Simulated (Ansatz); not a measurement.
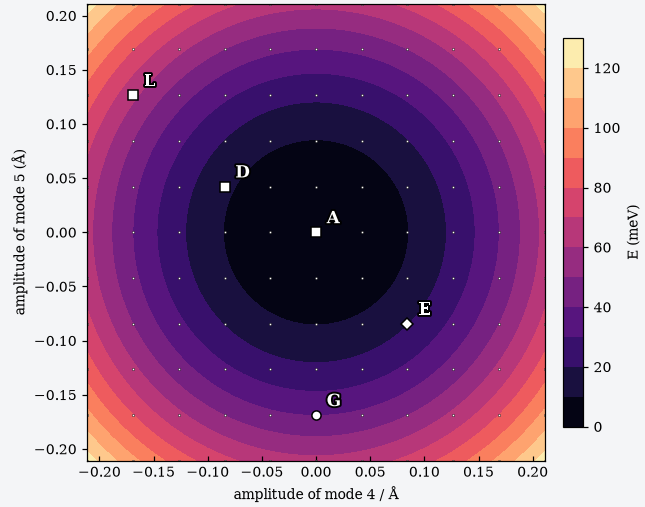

Ti (P6_3/mmc, No. 194; 4 atoms in the cell). The energy is mapped over two normal modes frozen in (zone-centre modes of the 4-atom cell of this scan, which folds in the wave vector (0, 0, 1/2) of the primitive cell). First axis: amplitude of mode 4 (88 cm⁻¹), largest displacement. Second axis: amplitude of mode 5 (88 cm⁻¹), largest displacement. Nothing is relaxed (the cell and all other modes fixed). Grid: 11 × 11 points; 21 points were computed and 100 follow by symmetry. Points are written as (first, second). Energies: meV per cell, counted from the lowest grid point. Theory: DFT PBEsol, scalar-relativistic, plane waves, PAW (Ansatz). Settings: cutoff 520 eV, k-mesh 18×18×6 in the order of the run's cell vectors, gaussian smearing 0.15 eV, no spin polarisation.

The picture shows filled contours, dots at the grid points, lettered points. Between grid points the surface is interpolated.

Q: What kind of point is each of A, D, E, G, L: minimum, saddle, maximum or slope?

A: A: minimum; D: on a slope; E: on a slope; G: on a slope; L: on a slope. (In these two coordinates alone; a stationary point may lie a little off the grid point.)

Q: Rank the lettered points by energy, lowest first.

A: A (0 meV), D (12 meV), E (20 meV), G (40 meV), L (62 meV).

PAW datasets: the set soft_1.
